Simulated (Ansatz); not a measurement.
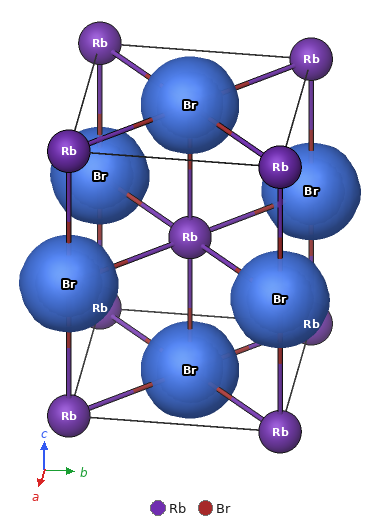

RbBr. Isosurface of the electron localisation function at 0.85 (blue), seen at an oblique angle. Only the valence region is drawn (cores and ρ < 0.01 e/Å³ removed). Sticks mark near contacts.

Space group I4/mmm; started from the rocksalt prototype, which need not be the ambient phase; changed on purpose from its base cell (epitaxial xy strain -1.5%).

Theory: DFT, HSE06, plane waves, PAW (Ansatz).

```
Rb Br
1.0
     3.40891   -3.40891    0.00000
     3.40891    3.40891    0.00000
     0.00000    0.00000    6.94998
Rb Br
2 2
Direct
  0.00000 0.00000 0.00000
  0.50000 0.50000 0.50000
  0.50000 0.50000 0.00000
  0.00000 0.00000 0.50000
```

Identify the bonds, lone pairs and shells in this picture.

The ELF exceeds this value in two regions wrapped around Br (the valence shell of each), counted in one cell of 4 atoms. Regions shared between cells count once.

Values along the shortest contacts:
Rb–Br (3.41 Å): the ELF is about 0.05 at the midpoint; a closed-shell, largely ionic contact. Rb–Br (3.47 Å): the ELF is about 0.05 at the midpoint: an ionic contact with no shared pair.

Does the calculation give a band gap?

It is gapped, with a Kohn–Sham gap of 5.5 eV on the k-point mesh, an upper bound to the gap of this method.
